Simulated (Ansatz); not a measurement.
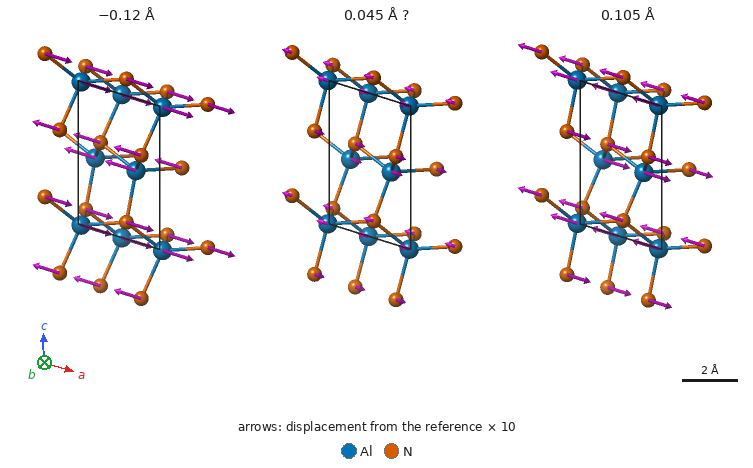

Crystalline AlN (P6_3mc): a normal mode of wave vector (0, 1/2, 1/2) of the primitive cell, folded into a doubled cell, (one arbitrary combination within a set of 2 degenerate modes) is frozen in with the cell fixed, the amplitude being the largest displacement of an atom. Style: ball-and-stick. Shown: the cell of the calculation, along the b axis. Purple arrows: displacements from the reference.

Theory: Ansatz, DFT PBE, scalar-relativistic, plane waves, PAW. Set-up: plane-wave cutoff 420 eV; k-point mesh 8 × 8 × 8; occupations gaussian; smearing width 0.05 eV; no spin polarisation. Energies (free energies at the smearing named) are counted from the relaxed crystal.

| largest displacement (Å) | ΔE (meV/cell) |
| --- | --- |
| −0.120 | 224.7 |
| −0.060 | 56.2 |
| 0.000 | 0.0 |
| 0.015 | 3.5 |
| 0.030 | 14.1 |
| 0.045 | ? |
| 0.075 | 87.8 |
| 0.090 | 126.4 |
| 0.105 | 172.0 |

### Fill in the missing row.

A straight line between the two neighbours gives 38.7 meV/cell. A cubic through the four nearest rows (0.015, 0.030, 0.075, 0.090) gives, with Lagrange weights, (−0.3000)(3.5) + (1.0000)(14.1) + (0.5000)(87.8) + (−0.2000)(126.4) = 31.7 meV/cell. The calculation gives 31.6 meV/cell, so the cubic is 0.1 meV/cell too high and the straight line 7.1 meV/cell too high, as the curve bends upwards here.

The whole profile:

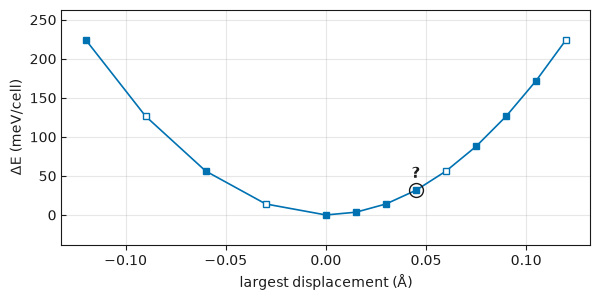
